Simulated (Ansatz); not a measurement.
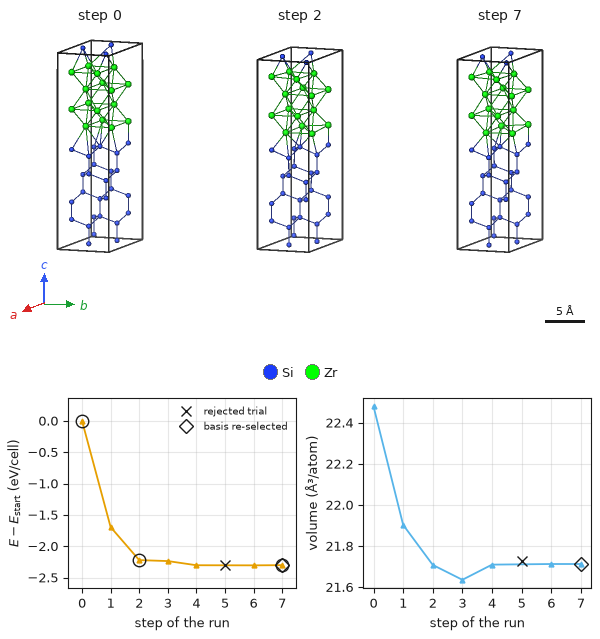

Frames of a relaxation of an interface cell of composition Zr$_{8}$Si$_{15}$, marked on the history of the run. A ball-and-stick model of the cell of the calculation (origin shifted), seen from a free direction.

Case: film shifted by (0, 0) in the plane.

Level of theory: Ansatz, DFT PBE, scalar-relativistic, plane waves, PAW. Set-up: plane-wave cutoff 420 eV; k-point mesh 6 × 6 × 1; occupations gaussian; smearing width 0.1 eV; no spin polarisation; cell relaxed at fixed a, b, gamma, alpha, beta; force threshold 0.02 eV/Å; at most 70 steps.

### What happens along the run?

A Si atom moves most relative to the cell: 0.40 Å along +c. Largest moves by element: Si 0.40 Å, Zr 0.33 Å. The volume changes by −3.4 %, with a = b unchanged at 6.699 Å, c 26.603 → 25.696 Å (−3.4 %). Some distances before and after: Si–Zr 3.893 → 3.212 Å, Si–Zr 3.519 → 2.897 Å, Si–Zr 3.519 → 2.919 Å, Si–Zr 3.504 → 3.079 Å. Bond angles that change, for instance: Zr–Si–Zr 56.8° → 71.5°, Zr–Si–Zr 56.8° → 69.7°, Zr–Si–Zr 62.1° → 73.4°. Over 5 accepted moves (7 points after the start) the energy falls by 2.301 eV per cell of the calculation. Largest force component: 1.2 eV/Å at the start, 0.01 eV/Å at the end. Pressure: −3.17 GPa at the start and −1.91 GPa at the end. The line search rejected the trial step at point 5 of the run. At 1 point the geometry stayed and the basis and grid were re-selected for the new cell (energy shift of 3.1 meV per cell of the calculation at most each time). The run took 6.1 min on 8 threads of Intel(R) Xeon(R) Processor @ 2.70GHz, on a shared host, peak memory 6.3 GiB. From step 0 to 2: Si atoms move most (0.37 Å), volume −3.4 %, energy −2.221 eV per cell of the calculation. From step 2 to 7: Zr atoms move most (0.10 Å), energy −80.4 meV per cell of the calculation.

```tsv
step	E − E(0), meV/atom	largest force component, eV/Å	pressure, GPa	volume, Å³/atom	note
0	0.00	1.2062	-3.17	22.479	
1	-36.83	0.8775	-2.04	21.903	
2	-48.28	0.1751	-1.86	21.708	
3	-48.61	0.2072	-1.61	21.636	
4	-50.06	0.0604	-1.90	21.710	
5	-50.03	0.0605	-1.97	21.727	rejected
6	-50.10	0.0099	-1.91	21.713	
7	-50.03	0.0100	-1.91	21.713	same geometry, new basis
```
